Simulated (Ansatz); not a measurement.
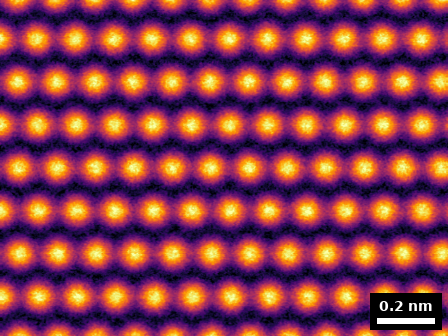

Z-contrast image of Al (Fd-3m, No. 227). The image is simulated as a sum over atoms of Z^1.8, blurred by a 0.95 Å probe (no channelling). The probe carries 25 % of its weight in a tail 2.5 times as wide. The display is stretched by a gamma of 0.8; percentages refer to the linear signal. Shot noise and a slight drift were added. Structure used: the geometry given to an electronic-structure calculation, possibly off equilibrium; the starting structure was generated, so it need not be a known form of this composition.

```cif
data_structure
_symmetry_space_group_name_H-M 'Fd-3m:1'
_symmetry_Int_Tables_number 227
_cell_length_a 6.0975
_cell_length_b 6.0975
_cell_length_c 6.0975
_cell_angle_alpha 90.000
_cell_angle_beta 90.000
_cell_angle_gamma 90.000
_cell_volume 226.70
loop_
_atom_site_label
_atom_site_type_symbol
_atom_site_symmetry_multiplicity
_atom_site_Wyckoff_symbol
_atom_site_fract_x
_atom_site_fract_y
_atom_site_fract_z
_atom_site_occupancy
Al1 Al 8 b 0.25000 0.25000 0.75000 1
```

### Which beam direction gives this image, [111], [221], [110] or [210]? (Directions equivalent by symmetry count as one.)

[210]. The projected cells are 2.49 × 2.49 Å, 120° for [111]; 0.72 × 2.16 Å, 90° for [221]; 3.73 × 3.73 Å, 109° for [110]; 1.36 × 1.67 Å, 114° for [210], and the image repeats as the [210] one does.
